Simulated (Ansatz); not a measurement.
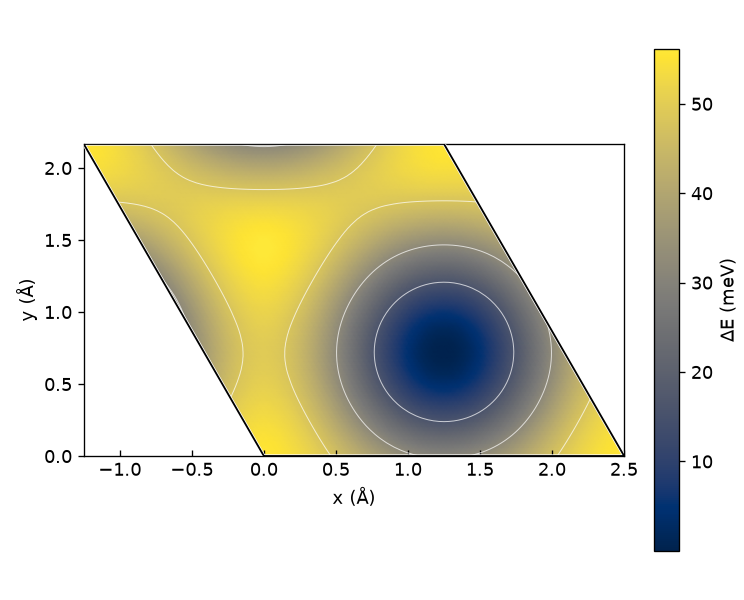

CO on a C(001) slab cut from the P6_3/mmc phase, its upper half relaxed before the scan (40 atoms of substrate and one adsorbate in a 2 × 2 cell). 
- CO (O end down) is moved over the surface cell at a fixed height above a rigid substrate; the origin of the map has the adsorbate above C33; the height is held at 2.70 Å.
- Places are given modulo a cell vector. The map is drawn in real space over the plane of the surface.
- Grid: 6 × 6 points; 10 points were computed and 26 follow by symmetry.
- Places are given in fractions of the 1 × 1 surface cell.
- Energies: meV, counted from the lowest grid point.
- At a fixed height the lowest place need not be the adsorption site.
- Method: DFT PBE+D3(BJ), scalar-relativistic, plane waves, PAW in Ansatz 0.2.0. Settings: cutoff 420 eV, k-mesh 6×6×1, gaussian smearing 0.05 eV, no spin polarisation.

In the figure: a smooth colour map with a few white contour lines, the outline of one cell of the plane. Between grid points the surface is interpolated.

The lowest grid point is at a sixfold hollow, (4/6, 2/6) of the cell vectors. It is the only kind of minimum in the scanned range. The highest grid point, the top site over a surface C atom, (2/6, 4/6) of the cell vectors, lies 56.1 meV above the lowest. On the interpolated surface the easiest way out of the lowest well to its copy in the next cell or period passes a barrier of about 50 meV.

The scan is repeated with another setting: the height is held at 3.20 Å; all else is set up alike.

**How does the landscape change?**

The lowest place stays at a sixfold hollow, (4/6, 2/6) of the cell vectors. The span from the lowest to the highest grid point shrinks from 56.1 to 9.2 meV. The easiest pass out of the lowest well goes from about 50 to about 8.2 meV on the interpolated surfaces.

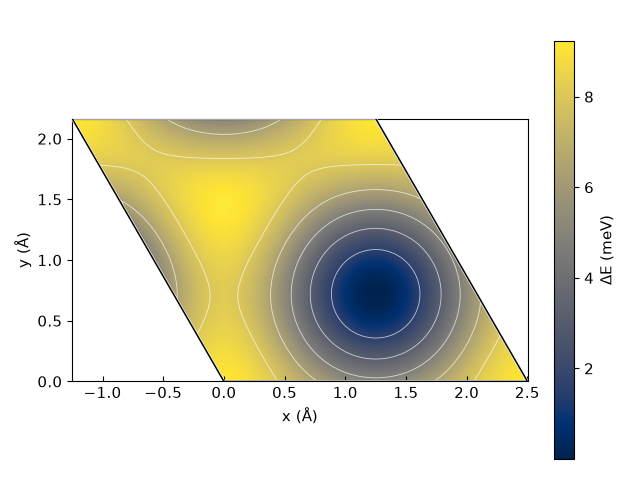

The map after the change, on a colour scale of its own. In the figure: a smooth colour map with a few white contour lines, the outline of one cell of the plane. Between grid points the surface is interpolated.

PAW datasets: the set soft_1.
